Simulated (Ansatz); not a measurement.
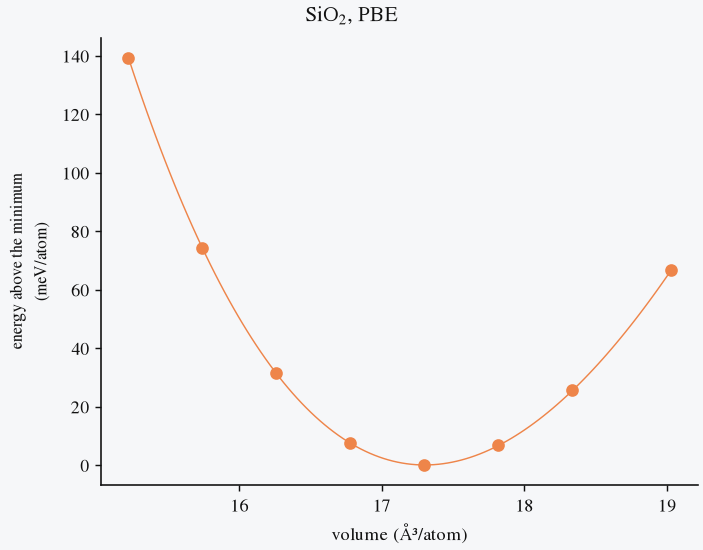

The figure shows the energy above the minimum against volume for SiO₂, space group P6_3/mmc (No. 194).

Starting cell:
```yaml
crystal:
  lattice:
    - [5.27603, 0.00000, 0.00000]
    - [-2.63802, 4.56918, 0.00000]
    - [0.00000, 0.00000, 8.61172]
  atoms:
    - { symbol: Si, position: [0.33333, 0.66667, 0.06244] }
    - { symbol: Si, position: [0.66667, 0.33333, 0.56244] }
    - { symbol: Si, position: [0.33333, 0.66667, 0.43756] }
    - { symbol: Si, position: [0.66667, 0.33333, 0.93756] }
    - { symbol: O, position: [0.33333, 0.66667, 0.25000] }
    - { symbol: O, position: [0.66667, 0.33333, 0.75000] }
    - { symbol: O, position: [0.50000, 0.00000, 0.00000] }
    - { symbol: O, position: [0.50000, 0.50000, 0.50000] }
    - { symbol: O, position: [0.00000, 0.50000, 0.00000] }
    - { symbol: O, position: [0.50000, 0.00000, 0.50000] }
    - { symbol: O, position: [0.50000, 0.50000, 0.00000] }
    - { symbol: O, position: [0.00000, 0.50000, 0.50000] }
```

How it was computed, with Ansatz 0.2.0: third-order Birch-Murnaghan fit to density functional energies at scaled volumes of the given relaxed cell, shape and atoms relaxed at each volume; energies count from the fitted minimum; plane waves with PAW datasets, Γ-centred k mesh. Level: PBE, no spin polarisation.

wave cutoff 420 eV; k mesh 6×6×4; occupations Gaussian; smearing width 0.02 eV.

From this curve and the settings, what does the calculation give for the pressure and gap on the k mesh at the same points?

The pressure falls from 23.86 GPa at volume 15.224 Å³/atom to −11.39 GPa at 19.030 Å³/atom, and changes sign near 17.30 Å³/atom. The gap on the k mesh stays open and runs from 5.669 eV at volume 15.224 Å³/atom to 4.722 eV at 19.030 Å³/atom.

```json
{"volume (Å³/atom)": "15.224", "pressure (GPa)": "23.86", "gap on the k mesh (eV)": "5.669"}
{"volume (Å³/atom)": "15.743", "pressure (GPa)": "16.48", "gap on the k mesh (eV)": "5.628"}
{"volume (Å³/atom)": "16.262", "pressure (GPa)": "10.14", "gap on the k mesh (eV)": "5.568"}
{"volume (Å³/atom)": "16.781", "pressure (GPa)": "4.70", "gap on the k mesh (eV)": "5.485"}
{"volume (Å³/atom)": "17.300", "pressure (GPa)": "0.01", "gap on the k mesh (eV)": "5.371"}
{"volume (Å³/atom)": "17.819", "pressure (GPa)": "-4.03", "gap on the k mesh (eV)": "5.221"}
{"volume (Å³/atom)": "18.338", "pressure (GPa)": "-7.51", "gap on the k mesh (eV)": "5.033"}
{"volume (Å³/atom)": "19.030", "pressure (GPa)": "-11.39", "gap on the k mesh (eV)": "4.722"}
```

Limits of the calculation: xc potential rough in thin density.
